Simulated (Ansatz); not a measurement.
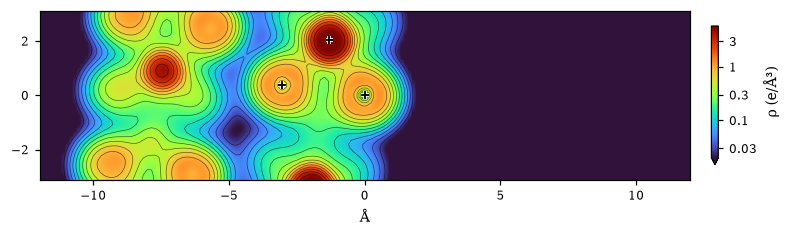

The valence electron density on a plane through atoms (crosses mark nuclei in the plane).

Theory: Ansatz 0.2.0, DFT LDA, scalar-relativistic, plane waves, PAW.

Candidates:
A. WS₂, a = 3.21 Å, b = 3.21 Å, c = 23.02 Å, α = 90.00°, β = 90.00°, γ = 120.00°. Space group P-3m1; a point of a scan over the structure, not its minimum; a structure from a database of computed crystals, not necessarily the ambient phase; computed pressure about −3 GPa in this cell; PAW files of the earlier set (soft_1).
B. C, a = 2.49 Å, b = 8.21 Å, c = 2.49 Å, α = 90.00°, β = 120.00°, γ = 90.00°. Space group P2₁; a point of a scan over the structure, not its minimum; not relaxed (largest force 0.6 eV/Å); PAW files of the earlier set (soft_1).

Which system is this?

Candidate A: WS₂ on the (111) plane of the conventional cell, which holds W and S. W–S (2.41 Å): the density is about 0.63 e/Å³ at the midpoint.
